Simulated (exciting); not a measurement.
```
CELL_PARAMETERS angstrom
5.81488 0.00000 0.00000
0.00000 0.00000 -5.81488
0.00000 5.81488 0.00000
ATOMIC_POSITIONS crystal
Se 0.75000 0.75000 0.25000
Se 0.25000 0.75000 0.75000
Se 0.25000 0.25000 0.25000
Se 0.75000 0.25000 0.75000
Zn 0.50000 0.50000 0.00000
Zn 0.00000 0.50000 0.50000
Zn 0.00000 0.00000 0.00000
Zn 0.50000 0.00000 0.50000
```

Space group F-43m.

Level of theory: Kohn-Sham DFT of a periodic cell, WC, all-electron LAPW+lo, shipped species files in exciting sodium.

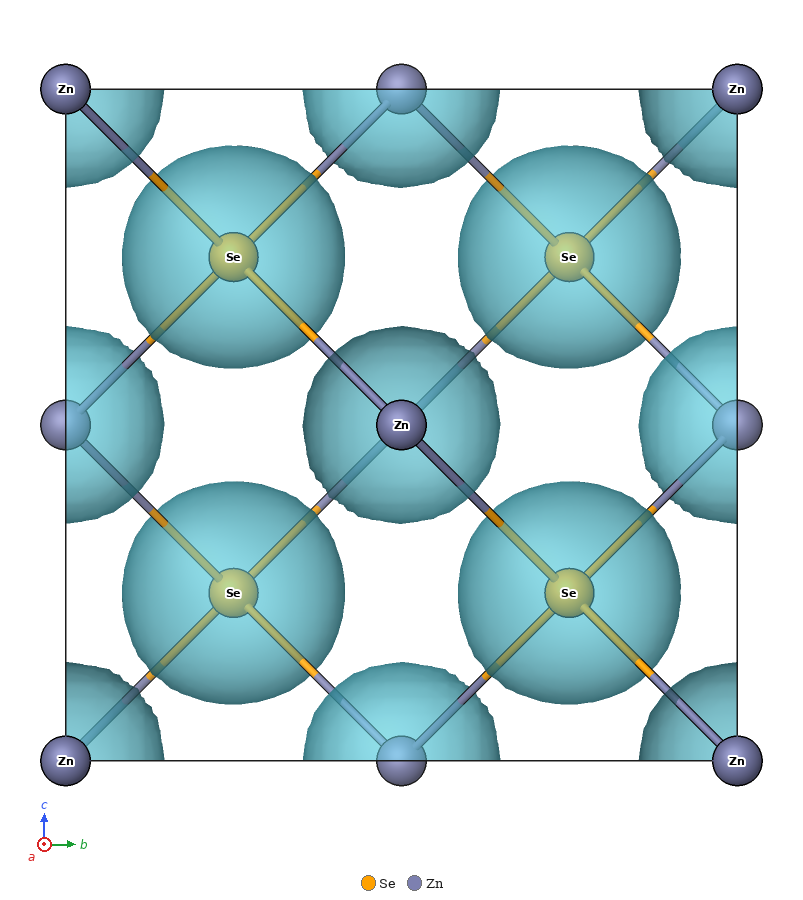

ZnSe. Isosurface of the electron density at 0.6 e/Å³ (cyan), seen along the a axis. Sticks mark near contacts.

The calculation treats all electrons.

Q: How is the density connected at this value?

A: At this value the density breaks into separate islands. It bridges none of the near contacts. It is pinched off along the shortest Zn–Se (2.52 Å) contacts. On the grid the lowest density along these lines, outside the cores, is 0.39 e/Å³ (Zn–Se, 2.52 Å).

Q: Does the calculation make it a metal, or give it a gap?

A: It is gapped, with a Kohn–Sham gap of 0.83 eV on the k-point mesh (the band edges may lie off the mesh, which would make the gap smaller).
